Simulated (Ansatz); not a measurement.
**NaCl: 5 runs along one coordinate**

System: NaCl (Pmmm, 2 atoms in the cell).
Method: DFT LDA, scalar-relativistic, plane waves, PAW, no spin polarisation (Ansatz 0.2.0).

The 5 runs differ only in the geometry, by a strain of the cell at fixed fractional positions. Against run 3, the strain is εxx = η, εyy = −0.66 η and εzz = −0.22 η. The structure derives from a Materials Project entry.

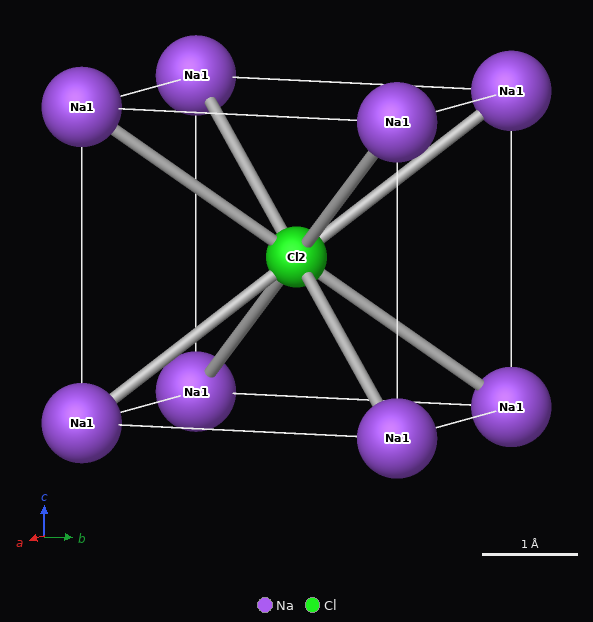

Figure 1. The structure of run 3 (ball-and-stick view of the cell of the calculation, seen slightly off an axis; atoms are numbered from 1 in the order of the input).

**Input of run 3**
```yaml
crystal:
  lattice:
    - [3.1169854648, 0.0, 0.0]
    - [0.0, 3.6224425672, 0.0]
    - [0.0, 0.0, 3.369714016]
  atoms:
    - { symbol: Na, position: [0.0, 0.0, 0.0] }
    - { symbol: Cl, position: [0.5, 0.5, 0.5] }
basis:
  ecutwfc: 340.0
kpoints:
  mp_grid: { grid: [8, 8, 8] }
hamiltonian:
  xc: lda
scf:
  occupations: { method: gaussian, width: 0.05 }
output:
  forces: true
  stress: true
  eigenvalues: true
```

Command:
```bash
ansatz run input.yaml --threads 1 --pin off --max-ram 2048MiB --backend cpu --events-out ev --progress --plain --runs-dir out
```

Run 2 differs from it as follows:
```diff
-    - [3.1169854648, 0.0, 0.0]
-    - [0.0, 3.6224425672, 0.0]
-    - [0.0, 0.0, 3.369714016]
+    - [2.9737726191, 0.0, 0.0]
+    - [0.0, 3.7319582727, 0.0]
+    - [0.0, 0.0, 3.4034111562]
```

**Results, with one run withheld**

```tsv
run	strain parameter η (%)	free energy per atom, from the lowest run given (meV)	pressure (GPa)	gap on the mesh (eV)
1	−9.1892	295.08	3.83	1.28
2	−4.5946	?	?	?
3	0.0000	59.31	0.71	3.10
4	4.5946	12.32	0.15	3.68
5	9.1892	0.00	0.01	3.85
```

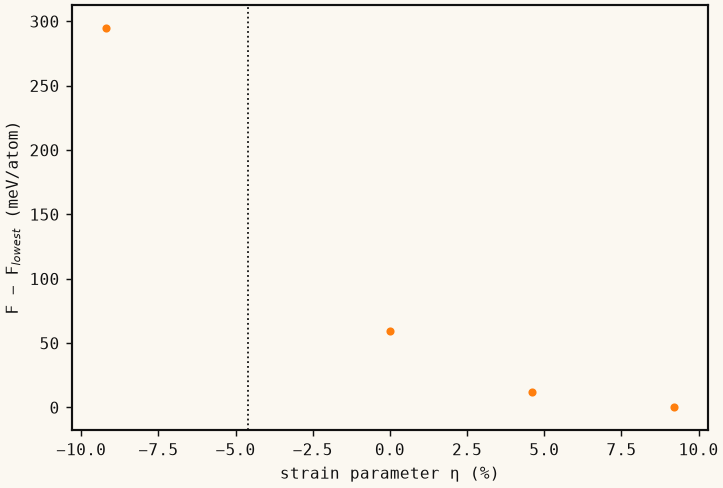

Figure 2. Free energy per atom of the runs given; the dotted line marks run 2.

Estimate the energy of run 2 from the others.

A quadratic polynomial in the coordinate, fitted to the 4 runs given, misses them by at most 2.75 meV per atom. With x = η − 1.1486, it reads F = 44.367 − 13.628 x + 1.0245 x² (meV per atom). At run 2 it gives 156.43 meV per atom, and the run itself gives 149.00. The fit has its minimum at η = 7.7996 %. So low a polynomial doesn't follow these energies more closely. The gap on the mesh goes, without turning, from 1.28 eV in run 1 to 3.85 eV in run 5; run 2 has 2.30 eV. These are gaps of this functional on this mesh, which can miss the band edges; they aren't the measured gap.

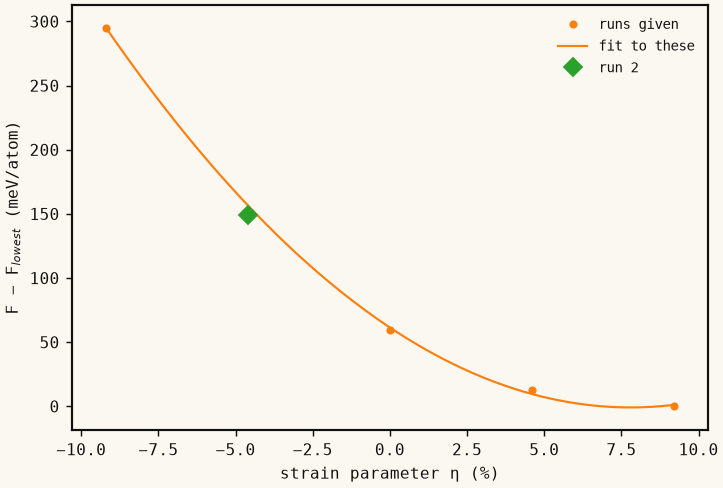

Figure 3. The fit and the withheld run.

**Output, shortened to warnings, some set-up lines, iterations and results (run 2)**
```
Warning: basis.ecutwfc = 340 eV is below the records' recommended 420 eV, and the density's cutoff is lower with it unless basis.ecutrho_ratio is high enough to keep the records' density cutoff: compare with a run at a higher cutoff
Basis set: ecut = 340 eV, 553 PW (Γ)
Symmetry: 8 space group operations
k-points: 125 of 512
Initial density: superposition of atomic densities (neutral atoms: chi_scale 0, normalization atom), corrected by the library's trained network
[...]
SCF iter   1: F=—  HF=-2513.761813 eV  |F-HF|=—  |Δ(HF+E_count)|=         —  Δρ=8.26e-3  dr2=1.75e-2  ethr=1.77e-3  ⟨swp⟩=6.5  Hψ=8850  notcnv=0
SCF iter   2: F=—  HF=-2513.751972 eV  |F-HF|=—  |Δ(HF+E_count)|=   9.84e-3  Δρ=2.67e-3  dr2=1.61e-3  ethr=1.09e-4  ⟨swp⟩=2.1  Hψ=3845  notcnv=0
SCF iter   3: F=—  HF=-2513.751436 eV  |F-HF|=—  |Δ(HF+E_count)|=   5.36e-4  Δρ=7.14e-4  dr2=8.76e-5  ethr=1.01e-5  ⟨swp⟩=2.0  Hψ=2396  notcnv=0
SCF iter   4: F=—  HF=-2513.751415 eV  |F-HF|=—  |Δ(HF+E_count)|=   2.02e-5  Δρ=1.96e-4  dr2=2.15e-5  ethr=5.48e-7  ⟨swp⟩=2.0  Hψ=2000  notcnv=0
SCF iter   5: F=—  HF=-2513.751407 eV  |F-HF|=—  |Δ(HF+E_count)|=   7.97e-6  Δρ=2.93e-5  dr2=3.57e-7  ethr=1.35e-7  ⟨swp⟩=2.0  Hψ=1853  notcnv=0
SCF iter   6: F=-2513.751407 eV  HF=-2513.751407 eV  |F-HF|=7.22e-8  |Δ(HF+E_count)|=   3.27e-8  Δρ=1.27e-5  dr2=8.77e-8  ethr=6.25e-10  ⟨swp⟩=5.0  Hψ=6552  notcnv=0
SCF 1 converged in 6 iterations: F = -2513.751407 eV  dr2 = 8.77e-8
SCF converged after 6 iterations
Free energy (F): -2513.751407 eV
Harris-Foulkes:  -2513.751407 eV  (|F-HF|=7.22e-8)
Internal energy: -2513.751407 eV  (E = F + TS)
E sigma→0 (E₀):  -2513.751407 eV
Fermi energy:    5.756753 eV
--- Per-component energies (eV) ---
  E_band       = -214.200631
  E_kinetic    = 284.076320
  E_local      = -1411.886693  (includes V_loc(G=0)·N_el)
  E_nonlocal   = 146.781361
  E_hartree    = 489.073742
  E_xc         = -145.275464
  E_vxc        = -172.679441  (∫ρ·V_xc dr)
  E_paw        = -869.955212  (= ΣΔE_a)
  E_vpaw       = -38.639076  (= ΣTr[D̂ρ^β])
  E_aug_tail   = 0.000331  (compensation charges beyond the density's cutoff)
  E_ewald      = -1006.897175
  E_core_change = 0.331382  (= ΣΔE_core)
  E_smearing   = -0.000000  (= −TS)
  E_closure    = -0.000000  (closes the sum)
  Σ components = -2513.751407   (vs F -2513.751407, Δ=0.00e0)
--- Forces (eV/Å), atoms counted from 1 ---
  atom   1  Na     0.00000000     0.00000000     0.00000000
  atom   2  Cl     0.00000000     0.00000000     0.00000000
  max |Σ_I F_I| component: 3.94e-31 eV/Å
--- Stress (GPa, compression-positive) ---
       14.927447       0.000000       0.000000
        0.000000      -8.460749       0.000000
        0.000000       0.000000      -0.888982
  P = ⅓ Tr σ = 1.8592 GPa (18.592 kbar)
```

The program warns: the cutoff is below the recommended one.
